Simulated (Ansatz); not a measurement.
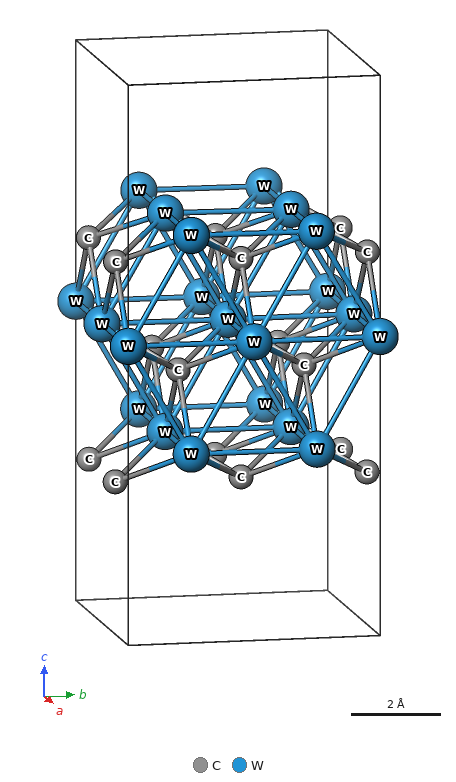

*The structure (ball-and-stick view of the cell of the calculation, with the vacuum cut short, seen slightly off an axis). An atom can appear more than once, as a periodic image.*

**Single-point calculation, with input and output: WC (part 1 of 2)**

- system: WC (slab, 24 atoms in the cell)
- method: DFT PBE+D3(BJ), scalar-relativistic, plane waves, PAW, no spin polarisation (Ansatz 0.2.0)

The structure derives from an entry of the Crystallography Open Database. It belongs to a series of runs on one base structure; here: the slab at its places in the relaxed adsorbed structure. Figures and captions count atoms from 1; the log counts them from 0 in places.

The program's output:
```
Engine: ansatz 0.2.0, aarch64-unknown-linux-gnu
Pseudopotentials: kind: paw
Pseudopotential: C, paw, valence charge 4, recommended cutoff 420 eV (normal), C.paw.azcp
Pseudopotential: W, paw, valence charge 14, recommended cutoff 420 eV (normal), W.paw.azcp
Functional definition: PBE
  parameter kappa = 0.804
  parameter beta = 0.06672455060314922
  exchange = pbe_x(kappa = kappa, mu = beta*pi^2/3)
  correlation = pbe_c(beta = beta)
Crystal: 24 atoms, lattice volume = 784.659 Å³
Basis set: ecut = 420 eV, 15367 PW (Γ), exchange–correlation on 80×80×320 points (8 copies of the dense FFT grid, shifted against one another)
Bands: 132, of which v1, the nominal top of the filled ones, is band 108 counted from 1 (107 counted from 0)
Symmetry: 1 space group operations
Space group: P1 (ITA 1), of the structure as read, at distance tolerance 9.2e-5 Å
k-points: 7 of 12 (time reversal used)
Non-local potential: C, projectors of the file, l = 0: 2, l = 1: 2, l = 2: 1
Non-local potential: W, projectors of the file, l = 0: 3, l = 1: 2, l = 2: 2, l = 3: 1
PAW form: soft (Blöchl's): semilocal exchange-correlation on the pseudo side does not see the compensation charge
PAW one-centre angular grid: C, 110 points (default); XC on 64 Gauss nodes
PAW one-centre angular grid: W, 590 points (default); XC on 64 Gauss nodes
Initial density: superposition of atomic densities (neutral atoms: chi_scale 0, normalization atom), corrected by the library's trained network
Initial wavefunctions: pseudopotential atomic-orbital guess
Functional: x = pbe(κ = 0.804, μ = 0.2195149727645171), c = pbe(β = 0.06672455060314922)
SCF iter   1: F=—  HF=-127625.297172 eV  |F-HF|=—  |Δ(HF+E_count)|=         —  Δρ=1.74e-2  dr2=5.56e1  ethr=1.77e-3  p=0.036 e·Å  D=8.26e-3 V/Å  ΔV_dip=-0.20 eV  dr2_dipole=2.10e1  V_vac-E_F(+/−)=5.60/5.80 eV  ⟨swp⟩=8.9  Hψ=4869  notcnv=0  defer=6
efield: sawtooth ramp at fractional position 0.9378 (placed from the atoms, in the widest stretch of the axis that holds none; the zero of the levels goes with the place), width 0.0400; the density the first Hamiltonian is built on has a dipole p = 0.036 e·Å; the dipole correction subtracts the counter field D = 8.26e-3 V/Å, which shifts the + side's vacuum level by -0.20 eV against the − side's; the planar-averaged density in the ramp window peaks in size at 6.2e-6 e/Å³
preconditioner: auto → LDOS  [metal: Δε(μ)=0.054 eV  Ē_g=7.403 eV  σ=0.100 eV  W_gap=0.29  n_scr=126 (ndim 8)  ℏωp=14.5 eV  f_vac=0.605  D(μ)=14.51/eV (n_scr^D=84)  β→1.0]
SCF iter   2: F=—  HF=-127624.402492 eV  |F-HF|=—  |Δ(HF+E_count)|=   8.95e-1  Δρ=9.46e-3  dr2=1.69e0  ethr=1.77e-3  p=0.096 e·Å  D=2.22e-2 V/Å  ΔV_dip=-0.53 eV  dr2_dipole=2.01e-4  V_vac-E_F(+/−)=5.33/5.86 eV  ⟨swp⟩=2.7  Hψ=1419  notcnv=0  defer=104
SCF iter   3: F=—  HF=-127624.215311 eV  |F-HF|=—  |Δ(HF+E_count)|=   1.87e-1  Δρ=2.73e-3  dr2=8.66e-2  ethr=7.82e-4  p=0.107 e·Å  D=2.47e-2 V/Å  ΔV_dip=-0.59 eV  dr2_dipole=5.58e-3  V_vac-E_F(+/−)=5.29/5.88 eV  ⟨swp⟩=2.0  Hψ=1245  notcnv=0  defer=104
SCF iter   4: F=—  HF=-127624.219105 eV  |F-HF|=—  |Δ(HF+E_count)|=   3.79e-3  Δρ=1.70e-3  dr2=9.03e-2  ethr=4.01e-5  p=0.109 e·Å  D=2.51e-2 V/Å  ΔV_dip=-0.60 eV  dr2_dipole=2.69e-2  V_vac-E_F(+/−)=5.30/5.90 eV  ⟨swp⟩=2.1  Hψ=1179  notcnv=0  defer=104
SCF iter   5: F=—  HF=-127624.216860 eV  |F-HF|=—  |Δ(HF+E_count)|=   2.24e-3  Δρ=4.47e-4  dr2=4.01e-3  ethr=4.01e-5  p=0.109 e·Å  D=2.52e-2 V/Å  ΔV_dip=-0.60 eV  dr2_dipole=3.82e-4  V_vac-E_F(+/−)=5.31/5.91 eV  ⟨swp⟩=2.1  Hψ=1006  notcnv=0  defer=104
SCF iter   6: F=—  HF=-127624.217083 eV  |F-HF|=—  |Δ(HF+E_count)|=   2.23e-4  Δρ=1.48e-4  dr2=5.26e-4  ethr=1.86e-6  p=0.110 e·Å  D=2.53e-2 V/Å  ΔV_dip=-0.60 eV  dr2_dipole=1.71e-4  V_vac-E_F(+/−)=5.31/5.91 eV  ⟨swp⟩=2.9  Hψ=1314  notcnv=0  defer=101
SCF iter   7: F=—  HF=-127624.217160 eV  |F-HF|=—  |Δ(HF+E_count)|=   7.66e-5  Δρ=5.11e-5  dr2=3.66e-5  ethr=2.43e-7  p=0.109 e·Å  D=2.52e-2 V/Å  ΔV_dip=-0.60 eV  dr2_dipole=4.32e-6  V_vac-E_F(+/−)=5.31/5.91 eV  ⟨swp⟩=2.3  Hψ=1299  notcnv=0  defer=101
SCF iter   8: F=—  HF=-127624.216526 eV  |F-HF|=—  |Δ(HF+E_count)|=   6.34e-4  Δρ=1.89e-5  dr2=4.40e-6  ethr=1.69e-8  p=0.109 e·Å  D=2.52e-2 V/Å  ΔV_dip=-0.60 eV  dr2_dipole=7.49e-7  V_vac-E_F(+/−)=5.31/5.91 eV  ⟨swp⟩=2.4  Hψ=1502  notcnv=0  defer=101
SCF iter   9: F=—  HF=-127624.216529 eV  |F-HF|=—  |Δ(HF+E_count)|=   2.83e-6  Δρ=6.65e-6  dr2=4.92e-7  ethr=2.04e-9  p=0.109 e·Å  D=2.52e-2 V/Å  ΔV_dip=-0.60 eV  dr2_dipole=1.08e-8  V_vac-E_F(+/−)=5.31/5.91 eV  ⟨swp⟩=2.9  Hψ=1491  notcnv=0  defer=101
SCF iter  10: F=—  HF=-127624.216530 eV  |F-HF|=—  |Δ(HF+E_count)|=   5.27e-7  Δρ=2.97e-6  dr2=1.06e-7  ethr=4.63e-11  p=0.109 e·Å  D=2.52e-2 V/Å  ΔV_dip=-0.60 eV  dr2_dipole=2.67e-9  V_vac-E_F(+/−)=5.31/5.91 eV  ⟨swp⟩=20.4  Hψ=5469  notcnv=0
SCF iter  11: F=-127624.216530 eV  HF=-127624.216530 eV  |F-HF|=1.12e-7  |Δ(HF+E_count)|=   1.70e-7  Δρ=1.34e-6  dr2=2.16e-8  ethr=4.63e-11  p=0.109 e·Å  D=2.52e-2 V/Å  ΔV_dip=-0.60 eV  dr2_dipole=3.18e-10  V_vac-E_F(+/−)=5.31/5.91 eV  ⟨swp⟩=4.6  Hψ=2837  notcnv=0
SCF 1 converged in 11 iterations: F = -127624.216530 eV  dr2 = 2.16e-8
  greatest PAW one-centre occupation: 1.000 electrons in one spin orbital (limit 2), on the W atom at site 5 (counted from 0), in its partial waves of l = 0
```

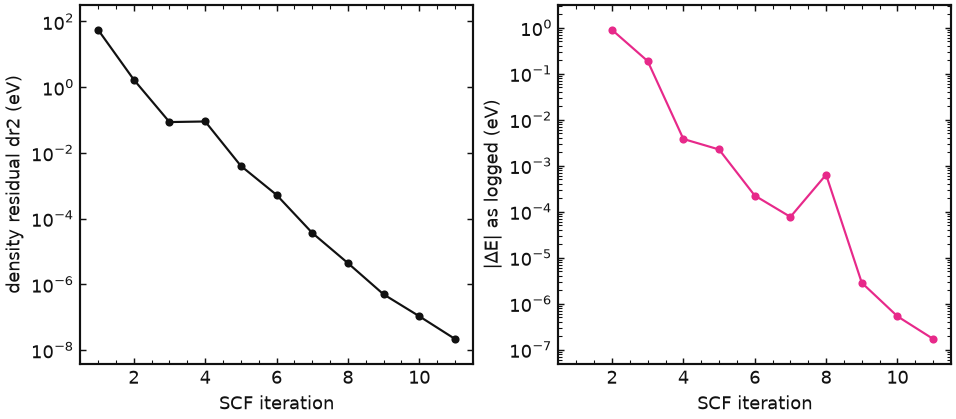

*Convergence of the self-consistent field: density residual dr2 and size of the energy change against the SCF iteration.*

The residual falls almost steadily, with no more than small rises.

```
SCF converged after 11 iterations
Free energy (F): -127624.216530 eV
Harris-Foulkes:  -127624.216530 eV  (|F-HF|=1.12e-7)
Internal energy: -127624.138823 eV  (E = F + TS)
E sigma→0 (E₀):  -127624.177676 eV
Entropy (-TS):   -0.077707 eV (-3.238 meV/atom)
Fermi energy:    2.805637 eV
Dipole field:    D = 0.025229 V/Å  (p = 0.109403 e·Å, saw-weighted, corrected)
Work function:   Φ+ = 5.3087 eV   Φ− = 5.9107 eV
Levels:          The Fermi level and band energies are counted from a zero that moves with the ramp; work functions are not
--- Per-component energies (eV) ---
  E_band       = -4504.879443
  E_kinetic    = 6454.075316
  E_local      = -253176.132550  (includes V_loc(G=0)·N_el)
  E_nonlocal   = 318.271107
  E_hartree    = 123521.934087
  E_xc         = -3774.501126
  E_vxc        = -3572.871246  (∫ρ·V_xc dr)
  E_paw        = -103932.747663  (= ΣΔE_a)
  E_vpaw       = -1570.789059  (= ΣTr[D̂ρ^β])
  E_aug_tail   = -0.000709  (compensation charges beyond the density's cutoff)
  E_efield     = 0.001380  (sawtooth field / dipole correction)
  E_vefield    = -1.288102  (∫n·V_field dr)
  E_ewald      = 102972.642872
  E_disp       = -7.681538  (pairwise vdW)
  E_smearing   = -0.077707  (= −TS)
  E_closure    = 0.000000  (closes the sum)
  Σ components = -127624.216530   (vs F -127624.216530, Δ=0.00e0)
--- Forces (eV/Å), atoms counted from 1 ---
  atom   1  C      0.00000732     0.00418807     2.53851771
  atom   2  C      0.00001146    -0.00375485     2.52769216
  atom   3  C      0.00000638     0.00372698     2.53869530
  atom   4  C      0.00001625    -0.00443196     2.52363002
  atom   5  W      0.02044701    -0.00095835    -2.52097593
  atom   6  W      0.01128665     0.00041900    -2.53845169
  atom   7  W     -0.02046188    -0.00111450    -2.52106086
  atom   8  W     -0.01125531     0.00055944    -2.53859708
  atom   9  C      0.00011510     0.04057356    -0.02326832
  atom  10  C     -0.00001401    -0.04754154     0.00683887
  atom  11  C      0.00017752     0.09442124    -0.04182250
  atom  12  C      0.00024717    -0.10148323    -0.04228281
  atom  13  W      0.26244856     0.01330034    -0.12072509
  atom  14  W     -0.09647596     0.01191676    -0.00823131
  atom  15  W     -0.25978152     0.01381182    -0.12035196
  atom  16  W      0.09854066     0.01158182    -0.00893164
  atom  17  C      0.00087140    -0.20151172     0.73611071
  atom  18  C      0.00052655     0.16931902     0.07971410
  atom  19  C     -0.00043738    -0.11112182     0.36390415
  atom  20  C      0.00345122     0.05865474     0.02995714
  atom  21  W      0.24221504     0.09668020    -0.30324895
  atom  22  W      0.66639918    -0.07185017    -0.12931462
  atom  23  W     -0.24735265     0.09538149    -0.30112305
  atom  24  W     -0.67098822    -0.07076777    -0.12665862
  max |Σ_I F_I| component: 1.57e-5 eV/Å
--- Band table (eV; the first three rows and the last of 7) ---
  k-point 0: bands = ["-71.1592", "-71.1359", "-71.1215", "-71.1179", "-71.1075", "-71.0961", "-71.0945", "-71.0870", "-71.0814", "-71.0670", "-71.0555", "-71.0444", "-35.8860", "-35.8561", "-35.8343", "-35.8017", "-35.7886", "-35.7523", "-35.7445", "-35.7425", "-35.7199", "-35.7188", "-35.6949", "-35.6867", "-35.6714", "-35.5640", "-35.4967", "-35.4551", "-35.4126", "-35.3704", "-35.3163", "-35.2978", "-35.2414", "-35.2311", "-35.2269", "-35.1694", "-35.1616", "-35.1415", "-35.1385", "-35.1053", "-35.0776", "-35.0637", "-35.0590", "-35.0559", "-35.0442", "-35.0316", "-35.0002", "-34.9875", "-11.2202", "-9.8731", "-8.6356", "-8.5289", "-8.4526", "-8.4272", "-8.3776", "-8.3025", "-7.9718", "-7.5242", "-6.6307", "-6.4703", "-5.3132", "-4.3763", "-4.1176", "-4.0564", "-3.5611", "-3.4030", "-3.3562", "-3.2960", "-3.0763", "-3.0654", "-2.7218", "-2.2154", "-1.4664", "-1.4323", "-1.3261", "-1.2340", "-1.1688", "-0.9499", "-0.8361", "-0.8064", "-0.7401", "-0.6103", "-0.5189", "-0.4945", "-0.4841", "-0.4311", "-0.2994", "-0.2109", "-0.1184", "0.1111", "0.2573", "0.3522", "0.4631", "0.9805", "1.1464", "1.4741", "1.5226", "1.7356", "1.7860", "2.0240", "2.0367", "2.2979", "2.5156", "2.5420", "2.5794", "2.7762", "3.1595", "3.2280", "3.3182", "3.4149", "3.4709", "4.3780", "4.3808", "4.4791", "4.5152", "4.6115", "4.6217", "5.0559", "5.2130", "5.2698", "5.6510", "5.6604", "5.9478", "6.2957", "6.4398", "6.4445", "6.5052", "6.6693", "6.9061", "6.9116", "7.0469", "7.2613"]
```
